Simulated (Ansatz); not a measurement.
# Electron scattering at the Σ5 (210) boundary in fcc Ni, part 2 of 3

Aim: the relaxed structure and the specific resistance of the Σ5 (210) boundary in fcc Ni.

Ansatz 0.2.0; Ansatz plane-wave DFT, PBE, PAW files, collinear spin; relaxation of a bicrystal slab with its lowest layers held; PAW set soft_1 (the session's first sound run).

So far: The starting structure; Relaxing the bicrystal.

### 2. Relaxing the bicrystal (continued)

Relaxation path:

| step | energy less that of the first step (eV) | largest force component (eV/Å) |
| --- | --- | --- |
| 1 | 0.0000 | 0.8034 |
| 2 | -0.2425 | 0.5212 |
| 3 | -0.4541 | 0.2420 |
| 4 | -0.5738 | 0.1482 |
| 5 | -0.6225 | 0.0713 |
| 6 | -0.6408 | 0.0400 |
| 7 | -0.6556 | 0.0377 |
| 8 | -0.6641 | 0.1090 |
| 9 | -0.6662 | 0.0992 |
| 10 | -0.6670 | 0.0349 |
| 11 | -0.6673 | 0.0062 |

Forces are held to the 2 operations that the run works with; a distortion that breaks them can't arise in this run.

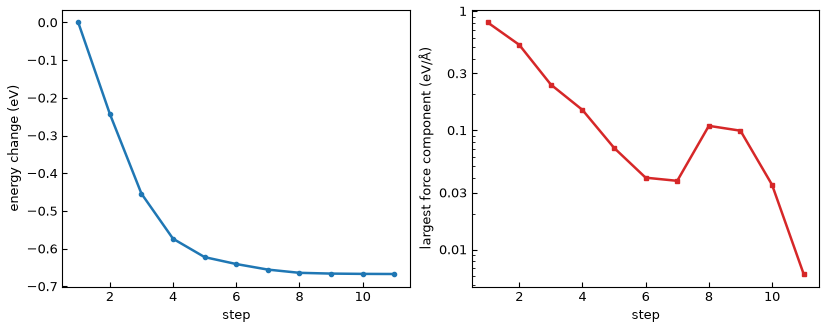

Energy and largest force along the relaxation.

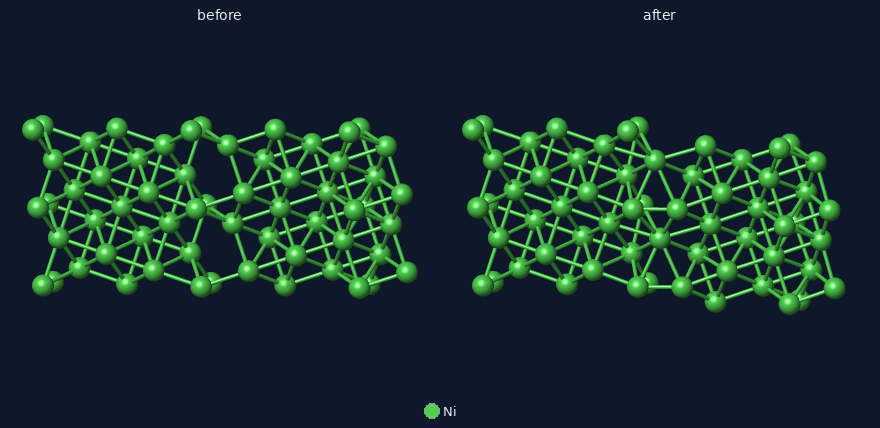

Before and after, at one scale.

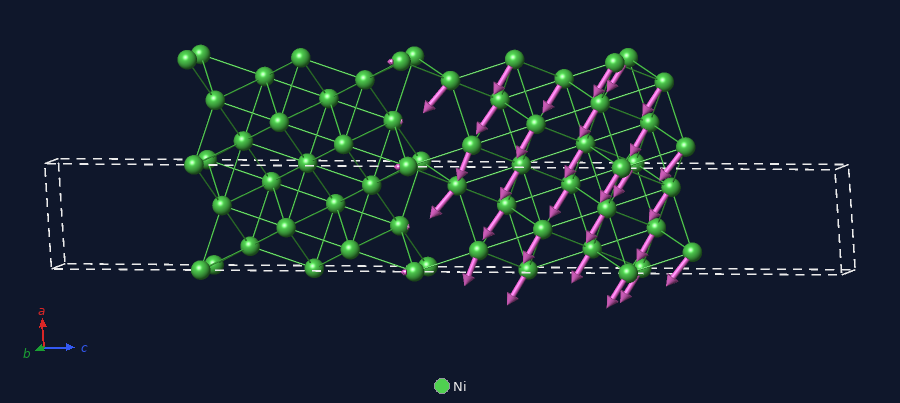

Displacements in the relaxation, exaggerated; the longest in the cell stands for 1.00 Å. 2×1×1 cells are drawn. Some periodic images of atoms are drawn too.

The atoms that moved most (Å):

| atom | dx | dy | dz | length |
| --- | --- | --- | --- | --- |
| Ni23 | -0.721 | 0.323 | -0.612 | 0.999 |
| Ni12 | -0.689 | 0.308 | -0.636 | 0.987 |
| Ni14 | -0.729 | 0.326 | -0.553 | 0.971 |
| Ni15 | -0.740 | 0.331 | -0.483 | 0.944 |
| Ni20 | -0.726 | 0.325 | -0.492 | 0.935 |
| Ni17 | -0.720 | 0.322 | -0.490 | 0.928 |
| Ni19 | -0.726 | 0.325 | -0.475 | 0.926 |
| Ni22 | -0.709 | 0.317 | -0.504 | 0.926 |

The relaxed structure:

```cif
data_structure
_symmetry_space_group_name_H-M 'P 1'
_symmetry_Int_Tables_number 1
_cell_length_a 4.3160
_cell_length_b 3.5240
_cell_length_c 29.1238
_cell_angle_alpha 90.000
_cell_angle_beta 90.000
_cell_angle_gamma 65.905
_cell_volume 404.37
loop_
_atom_site_label
_atom_site_type_symbol
_atom_site_fract_x
_atom_site_fract_y
_atom_site_fract_z
_atom_site_occupancy
Ni1 Ni 0.00000 0.00000 0.17168 1
Ni2 Ni 0.60000 0.70000 0.19874 1
Ni3 Ni 0.20000 0.40000 0.22579 1
Ni4 Ni 0.80000 0.10000 0.25285 1
Ni5 Ni 0.39945 0.80028 0.27940 1
Ni6 Ni 0.99935 0.50032 0.30688 1
Ni7 Ni 0.60029 0.19986 0.33409 1
Ni8 Ni 0.20358 0.89821 0.35973 1
Ni9 Ni 0.79423 0.60289 0.38817 1
Ni10 Ni 0.39761 0.30119 0.41746 1
Ni11 Ni 0.99757 0.00121 0.43654 1
Ni12 Ni 0.60839 0.69580 0.47454 1
Ni13 Ni 0.99735 0.00132 0.51249 1
Ni14 Ni 0.39741 0.30130 0.53149 1
Ni15 Ni 0.79418 0.60291 0.56094 1
Ni16 Ni 0.20323 0.89838 0.58932 1
Ni17 Ni 0.59994 0.20003 0.61483 1
Ni18 Ni 0.99967 0.50016 0.64237 1
Ni19 Ni 0.39818 0.80091 0.66946 1
Ni20 Ni 0.79821 0.10089 0.69592 1
Ni21 Ni 0.20612 0.39694 0.72462 1
Ni22 Ni 0.60296 0.69852 0.74962 1
Ni23 Ni 0.99948 0.00026 0.77298 1
```

This step gave:

| Quantity | Value |
| --- | --- |
| free energy | -134308.9326 eV |
| energy at zero smearing | -134308.2836 eV |
| Fermi energy | 9.449 eV |
| magnetization | 15.04 μB |
| absolute magnetization | 17.12 μB |

The largest force component on a free atom ends at 0.0062 eV/Å, under the tolerance of 0.03, after 11 steps.

### 3. Transmission across the boundary

This step: Ansatz plane-wave DFT, PBE, PAW files, collinear spin; ballistic transport by layer matching (Landauer), zero bias; boundary relaxed in a short slab, bulk layers laid on; PAW set soft_1 (Ansatz 0.2.0).

System of this step: Σ5 (210) boundary in fcc Ni. The cell holds 54 atoms: 54 Ni. Cell: a = 4.316 Å, b = 3.524 Å, c = 50.062 Å, α = 90.0°, β = 90.0°, γ = 65.9°. It derives from Ni. Regions: lower grain, 22 atoms (22 Ni); boundary, 14 atoms (14 Ni); upper grain, 18 atoms (18 Ni). Vacuum lies along c.

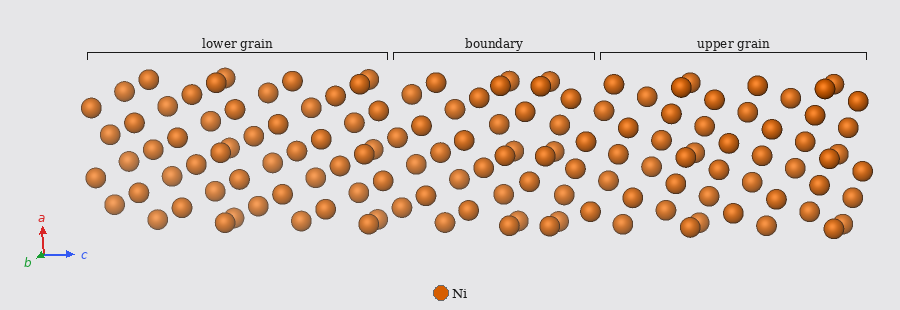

The cell of this step (nickel orange). 2×1×1 cells are drawn. Some periodic images of atoms are drawn too.

Input file input.yaml:

```yaml
crystal:
  lattice:
    - [4.3160009268, 0.0, 0.0]
    - [1.4386669756, 3.2169571544, 0.0]
    - [0.0, 0.0, 50.0617836676]
  atoms:
    - { symbol: Ni, position: [-17.4, 8.6999999999, 0.0799012681], spin: 1.0 }
    - { symbol: Ni, position: [-16.8, 8.3999999999, 0.0956416253], spin: 1.0 }
    - { symbol: Ni, position: [-16.2, 8.0999999999, 0.1113819825], spin: 1.0 }
    - { symbol: Ni, position: [-15.6, 7.7999999999, 0.1271223396], spin: 1.0 }
    - { symbol: Ni, position: [-15.0, 7.4999999999, 0.1428626968], spin: 1.0 }
    - { symbol: Ni, position: [-14.4, 7.1999999999, 0.158603054], spin: 1.0 }
    - { symbol: Ni, position: [-13.8, 6.8999999999, 0.1743434111], spin: 1.0 }
    - { symbol: Ni, position: [-13.2, 6.5999999999, 0.1900837683], spin: 1.0 }
    - { symbol: Ni, position: [-12.6, 6.2999999999, 0.2058241255], spin: 1.0 }
    - { symbol: Ni, position: [-12.0, 5.9999999999, 0.2215644826], spin: 1.0 }
    - { symbol: Ni, position: [-11.4, 5.6999999999, 0.2373048398], spin: 1.0 }
    - { symbol: Ni, position: [-10.8, 5.3999999999, 0.253045197], spin: 1.0 }
    - { symbol: Ni, position: [-10.2, 5.0999999999, 0.2687855541], spin: 1.0 }
    - { symbol: Ni, position: [-9.6, 4.7999999999, 0.2845259113], spin: 1.0 }
    - { symbol: Ni, position: [-9.0, 4.5, 0.3002662685], spin: 1.0 }
    - { symbol: Ni, position: [-8.4, 4.2, 0.3160066256], spin: 1.0 }
    - { symbol: Ni, position: [-7.8, 3.9, 0.3317469828], spin: 1.0 }
    - { symbol: Ni, position: [-7.2, 3.6, 0.34748734], spin: 1.0 }
    - { symbol: Ni, position: [-6.6, 3.3, 0.3632276971], spin: 1.0 }
    - { symbol: Ni, position: [-6.0, 3.0, 0.3789680543], spin: 1.0 }
    - { symbol: Ni, position: [-5.4, 2.7, 0.3947084115], spin: 1.0 }
    - { symbol: Ni, position: [-4.8, 2.4, 0.4104487686], spin: 1.0 }
    - { symbol: Ni, position: [0.8, 0.1, 0.4261891258], spin: 1.0 }
    - { symbol: Ni, position: [0.3994480983, 0.8002759509, 0.4416331279], spin: 1.0 }
    - { symbol: Ni, position: [-0.0006475909, 0.5003237954, 0.4576227813], spin: 1.0 }
    - { symbol: Ni, position: [0.6002880678, 0.1998559661, 0.473452363], spin: 1.0 }
    - { symbol: Ni, position: [0.2035822138, 0.8982088931, 0.4883694604], spin: 1.0 }
    - { symbol: Ni, position: [0.794226707, 0.6028866465, 0.5049104604], spin: 1.0 }
    - { symbol: Ni, position: [0.3976126731, 0.3011936634, 0.5219535603], spin: 1.0 }
    - { symbol: Ni, position: [-0.0024292329, 0.0012146165, 0.5330511116], spin: 1.0 }
    - { symbol: Ni, position: [0.6083926983, 0.6958036508, 0.5551572938], spin: 1.0 }
    - { symbol: Ni, position: [-0.0026459864, 1.0013229932, 0.577236768], spin: 1.0 }
    - { symbol: Ni, position: [0.397409584, 0.301295208, 0.5882887415], spin: 1.0 }
    - { symbol: Ni, position: [-0.2058222087, 0.6029111043, 0.6054196897], spin: 1.0 }
    - { symbol: Ni, position: [0.2032321685, 0.8983839157, 0.6219317264], spin: 1.0 }
    - { symbol: Ni, position: [0.599936197, 0.2000319015, 0.6367723029], spin: 1.0 }
    - { symbol: Ni, position: [-5.000063803, 2.5000319015, 0.65251266], spin: 1.0 }
    - { symbol: Ni, position: [-5.600063803, 2.8000319015, 0.6682530172], spin: 1.0 }
    - { symbol: Ni, position: [-6.2000638029, 3.1000319015, 0.6839933744], spin: 1.0 }
    - { symbol: Ni, position: [-6.8000638029, 3.4000319015, 0.6997337315], spin: 1.0 }
    - { symbol: Ni, position: [-7.4000638029, 3.7000319014, 0.7154740887], spin: 1.0 }
    - { symbol: Ni, position: [-8.0000638029, 4.0000319014, 0.7312144459], spin: 1.0 }
    - { symbol: Ni, position: [-8.6000638029, 4.3000319014, 0.746954803], spin: 1.0 }
    - { symbol: Ni, position: [-9.2000638029, 4.6000319014, 0.7626951602], spin: 1.0 }
    - { symbol: Ni, position: [-9.8000638029, 4.9000319014, 0.7784355174], spin: 1.0 }
    - { symbol: Ni, position: [-10.4000638029, 5.2000319014, 0.7941758745], spin: 1.0 }
    - { symbol: Ni, position: [-11.0000638029, 5.5000319014, 0.8099162317], spin: 1.0 }
    - { symbol: Ni, position: [-11.6000638029, 5.8000319014, 0.8256565889], spin: 1.0 }
    - { symbol: Ni, position: [-12.2000638029, 6.1000319014, 0.841396946], spin: 1.0 }
    - { symbol: Ni, position: [-12.8000638029, 6.4000319014, 0.8571373032], spin: 1.0 }
    - { symbol: Ni, position: [-13.4000638029, 6.7000319014, 0.8728776604], spin: 1.0 }
    - { symbol: Ni, position: [-14.0000638029, 7.0000319014, 0.8886180175], spin: 1.0 }
    - { symbol: Ni, position: [-14.6000638029, 7.3000319014, 0.9043583747], spin: 1.0 }
    - { symbol: Ni, position: [-15.2000638029, 7.6000319014, 0.9200987319], spin: 1.0 }
magnetization:
  spin_polarized: true
kpoints:
  mp_grid: { grid: [8, 8, 1] }
hamiltonian:
  xc: pbe
  pseudopotentials: { kind: paw, azcp: { folder: soft_1 } }
scf:
  occupations: { method: fermi_dirac, width: 0.1 }
output:
  transmission:
    leads: [[12, 13], [43, 44]]
    kmesh: [20, 20]
    e_range: [-0.1, 0.1]
    de: 0.05
  write_potential: true
  write_density: true
  volumetric_format: npy
  elf: true
```

Command:

```sh
$ ansatz run input.yaml --threads 4 --pin off --max-ram 15360MiB --backend cpu --events-out ev --progress --plain --runs-dir out
```

Numbers of over 12 decimals in the logs are rounded to 6 here.

The program printed:

```text
[...]
Crystal: 54 atoms, lattice volume = 695.077 Å³
Basis set: ecut = 420 eV, 13451 PW (Γ)
Bands: 616, of which v1, the nominal top of the filled ones, is band 486 counted from 1 (485 counted from 0)
Symmetry: 2 space group operations
[...]
k-points: 21 of 64 (time reversal used)
[...]
Starting moments: Σ|m| = 54 μB on 54 of 54 sites
[...]
SCF iter   1: F=—  HF=-315302.928503 eV  |F-HF|=—  |Δ(HF+E_count)|=         —  Δρ=3.98e-2 (↑3.96e-2 ↓3.98e-2)  dr2=8.46e1  dr2_m=1.50e0  M=44.916 μB ∫|m|=47.698 μB  β_m=0.30  ethr=3.10e-3  ⟨swp⟩=6.0  Hψ=97387  notcnv=0  defer=2141
[...]
SCF iter  20: F=-315341.158965 eV  HF=-315341.158965 eV  |F-HF|=3.64e-8  |Δ(HF+E_count)|=  4.66e-10  Δρ=8.78e-7 (↑2.57e-7 ↓8.78e-7)  dr2=3.45e-8  dr2_m=8.59e-10  M=34.871 μB ∫|m|=39.604 μB  ethr=2.42e-12  ⟨swp⟩=9.6  Hψ=114483  notcnv=0
SCF 1 converged in 20 iterations: F = -315341.158965 eV  dr2 = 3.45e-8
[...]
transmission: 804 of 7992 steps passed
transmission: 1604 of 7992 steps passed
[...]
transmission: 7992 of 7992 steps passed
WARN: The input density's exchange-correlation potential varies sharply where the density is thin. Do not read a vacuum level from v_tot or v_xc, or from such a field of the output density. On a cell that repeats whose density bears no net charge and no dipole along the vacuum's axis use v_es (v_loc + v_h of the components); under efield.dipole_correction with no amplitude use v_es + v_field, which holds any external [...]
some or all of what a close reads of its open shells is tried by no SCF: some or all of their fillings by name were not asked, since the model of its bands would take too long in so large a cell. Whether a lower state lies along it is not known (a run that goes on reads the state that it goes on from)
SCF converged after 20 iterations
the last check of whether an eigenvalue changes by more than its tolerance under the output density was not made (no_room)
Magnetization: 34.8714 μB (503.4357 up, 468.5643 down)
Absolute magnetization: 39.6590 μB (∫|ρ↑−ρ↓|, with the PAW one-centre terms)
[...]
Per-site moments (μB) at R_I (Å): [(0.825003, 1.027886), (0.745582, 1.027886), (0.673189, 1.027886), (0.678180, 1.027886), (0.689310, 1.027886), (0.684623, 1.027886), (0.660654, 1.027886), (0.678652, 1.027886), (0.677709, 1.027886), (0.661776, 1.027886), (0.672913, 1.027886), (0.675298, 1.027886), (0.671150, 1.027886), (0.667474, 1.027886), (0.671246, 1.027886), (0.673816, 1.027886), (0.669676, 1.027886), (0.670837,  [...]
Free energy (F): -315341.158965 eV
[...]
Internal energy: -315338.178578 eV  (E = F + TS)
E sigma→0 (E₀):  -315339.668772 eV
Entropy (-TS):   -2.980387 eV (-55.192 meV/atom)
Fermi energy:    14.503317 eV
[...]
--- Band table (eV; the first three rows and the last of 42) ---
  k-point 0 ↑: bands = [... 482 lower, 13.9153, 13.9281, 13.9315, 13.9357, 13.9423, 13.9642, 13.9697, 13.9756, ... 126 higher]
  k-point 1 ↑: bands = [... 482 lower, 13.8741, 13.8799, 13.8873, 13.8964, 13.9014, 13.9078, 13.9119, 13.9188, ... 126 higher]
  k-point 2 ↑: bands = [... 482 lower, 13.8399, 13.8485, 13.8592, 13.8725, 13.8798, 13.8924, 13.9041, 13.9095, ... 126 higher]
  k-point 20 ↓: bands = [... 482 lower, 14.6896, 14.6922, 14.7168, 14.7313, 14.7408, 14.7471, 14.7697, 14.7749, ... 126 higher]
--- Transmission ---
  basis      : 117 plane waves across, 36 finite elements along
  points     : 111, standing for a mesh of 20 x 20
  energies   : 5 from -0.100000 to 0.100000 eV about the Fermi level, 0.050000 eV apart; the leads are filled to 0.000000 eV, and channels, transmission and decay are at 0.000000 eV
  crystal 0  : Ni3, at the sites [12, 13], period 2.3640 Å, over 18.12 Å; its Hamiltonian steps by up to 4.7 meV
    offset         : up to 0.0000 Å between an atom of the period and one for which it stands
    channels       : 1.822500e0 up, 4.780000e0 down
    conductance    : none, the energies end too early or step too widely for 300 K: set another output.transmission.e_range or a lower de, or, where they end at an eighth of basis.ecutwfc, a higher one
[...]
channels       : 1.822500e0 up, 4.800000e0 down
[...]
junction   : crystal 0 to crystal 1, 12.76 to 36.70 Å
    transmission   : 1.657830e0 up, 2.662987e0 down
[...]
```

Elapsed: 38 min, on 4 threads of Intel Xeon 6975P-C (Granite Rapids), shared host; peak memory 9.7 GiB; 2.3 h of CPU time.

Numbers from this step:

```yaml
free_energy: -315341.1590 eV
energy_at_zero_smearing: -315339.6688 eV
fermi_energy: 14.50 eV
magnetization: 34.87 μB
absolute_magnetization: 39.66 μB
cell_area: 13.88 Å²
transmission_spin_up: 1.658
transmission_spin_down: 2.663
open_channels_spin_up: 1.823
open_channels_upper_lead_spin_up: 1.823
open_channels_spin_down: 4.78
open_channels_upper_lead_spin_down: 4.8
step_of_the_lead_s_potential: 4.7 meV
step_of_the_upper_lead_s_potential: 4.8 meV
```

Per spin. The transmission, zone mean by energy, zero at the Fermi level:

| energy (eV) | T up | T down |
| --- | --- | --- |
| -0.1000 | 1.60 | 2.46 |
| -0.0500 | 1.62 | 2.59 |
| 0.0000 | 1.66 | 2.66 |
| 0.0500 | 1.68 | 2.65 |
| 0.1000 | 1.70 | 2.59 |

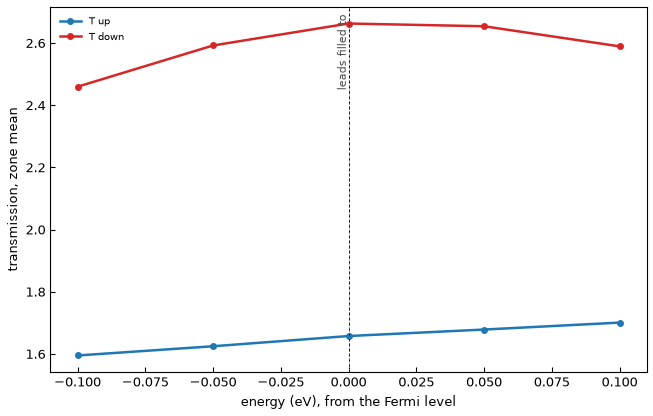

Transmission, zone mean, plotted against energy.

Per spin. The open channels, zone mean by energy, zero at the Fermi level:

| energy (eV) | lead up | upper lead up | lead down | upper lead down |
| --- | --- | --- | --- | --- |
| -0.1000 | 1.72 | 1.72 | 4.54 | 4.54 |
| -0.0500 | 1.75 | 1.75 | 4.68 | 4.68 |
| 0.0000 | 1.82 | 1.82 | 4.78 | 4.8 |
| 0.0500 | 1.83 | 1.83 | 4.79 | 4.8 |
| 0.1000 | 1.85 | 1.85 | 4.93 | 4.93 |

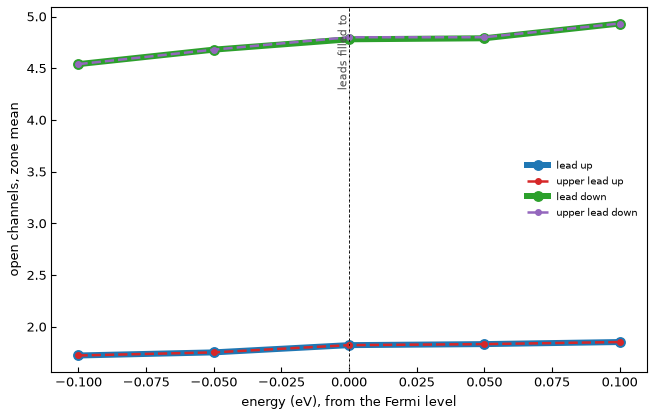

Open channels, zone mean against energy.

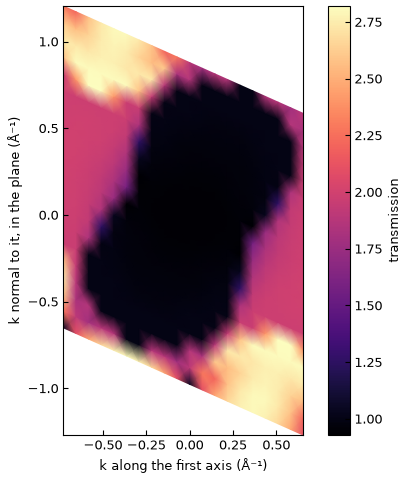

Transmission over k1 and k2. At 0.0000 eV from the Fermi level, spin up.

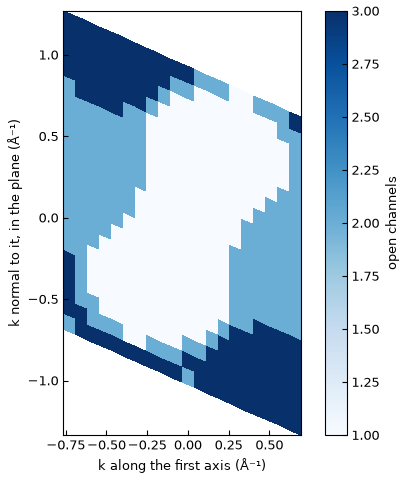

Open channels over k1 and k2. At 0.0000 eV from the Fermi level, spin up.

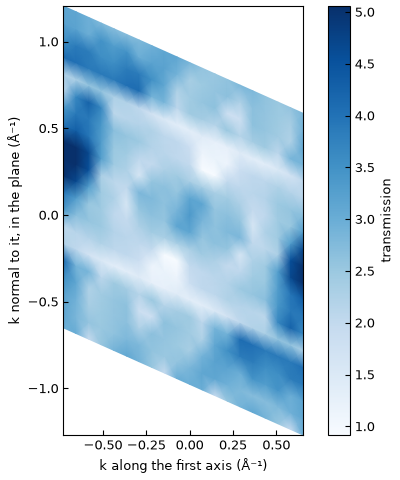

Transmission over k1 and k2. At 0.0000 eV from the Fermi level, spin down.

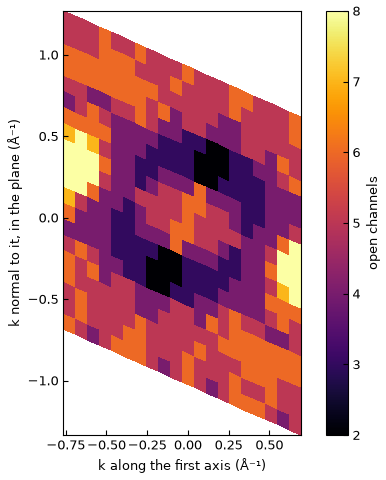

Open channels over k1 and k2. At 0.0000 eV from the Fermi level, spin down.

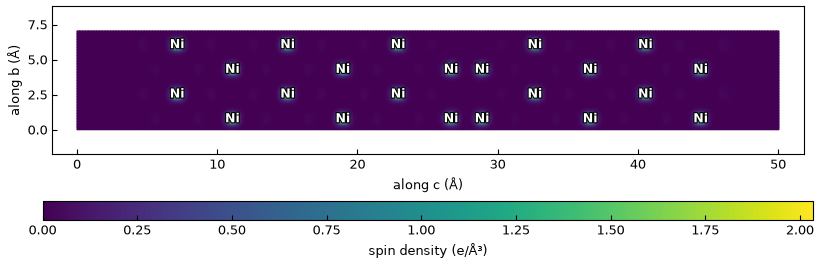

Spin density in the cb plane at fractional x = 0.000, with atoms of Ni within 0.2 Å of it. The map starts off the cell's origin, so that atoms lie inside it.

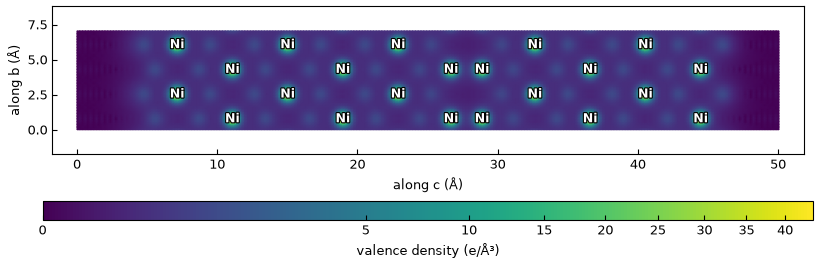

Valence density in the cb plane at fractional x = 0.000, with atoms of Ni within 0.2 Å of it. It is the smooth field of the valence electrons, not physical close to the nuclei. The map starts off the cell's origin, so that atoms lie inside it. The colour scale is stretched toward low values.

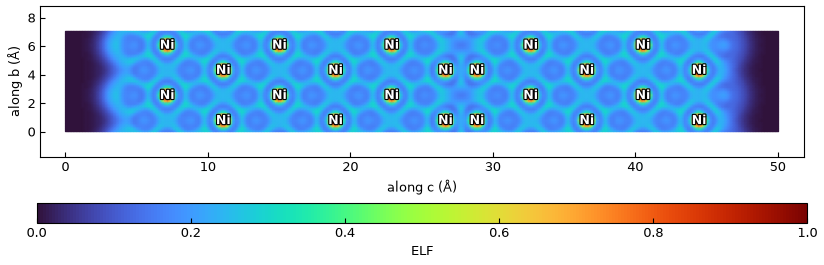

ELF in the cb plane at fractional x = 0.000, with atoms of Ni within 0.2 Å of it. It is the smooth field of the valence electrons, not physical close to the nuclei. The map starts off the cell's origin, so that atoms lie inside it.

Nearest the Fermi level spin up passes 1.66 of 1.82 channels of the lower lead and spin down 2.66 of 4.78.

(Continued in part 3 of 3.)

[Logs are printed without paths, hosts, clocks, repeated set-up lines and the standing remarks that a program may print on its own settings, such as how far it seeks lower states.]

[Hosts, paths, dates, database ids (printed as entryN), source tags and the programs' standing remarks are cut or masked in the printed files.]
